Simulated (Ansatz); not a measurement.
Ru (Im-3m, No. 229): the input geometry of a calculation; the starting structure was generated, so it need not be a known form of this composition.

```cif
data_structure
_symmetry_space_group_name_H-M 'P 1'
_symmetry_Int_Tables_number 1
_cell_length_a 3.0000
_cell_length_b 3.0000
_cell_length_c 3.0000
_cell_angle_alpha 90.000
_cell_angle_beta 90.000
_cell_angle_gamma 90.000
_cell_volume 27.00
loop_
_atom_site_label
_atom_site_type_symbol
_atom_site_fract_x
_atom_site_fract_y
_atom_site_fract_z
_atom_site_occupancy
Ru1 Ru 0.00000 0.00000 0.00000 1
Ru2 Ru 0.50000 0.50000 0.50000 1
```

What will a HAADF-like image along [211] show? Simulated incoherent Z contrast: every atom adds Z^1.7 spread by a probe of 0.50 Å full width; channelling and multiple scattering are left out. The probe carries 15 % of its weight in a tail 2.5 times as wide. The display is stretched by a gamma of 0.8; percentages refer to the linear signal. Shot noise and the speckle of an amorphous layer were added.

The columns repeat on a rectangular net of 0.87 × 2.12 Å (plane group p2mm). All columns are alike (Ru). The shortest distance between visible columns is 0.87 Å in projection. Along the beam the structure repeats every 7.35 Å.

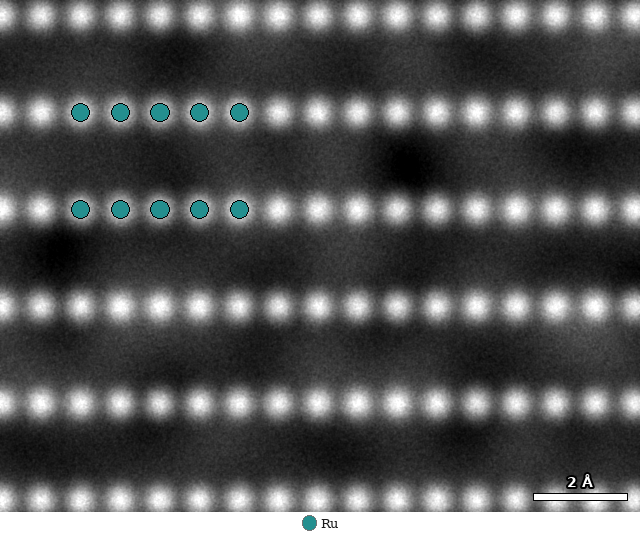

The simulated image, with the columns of the model marked in one corner.
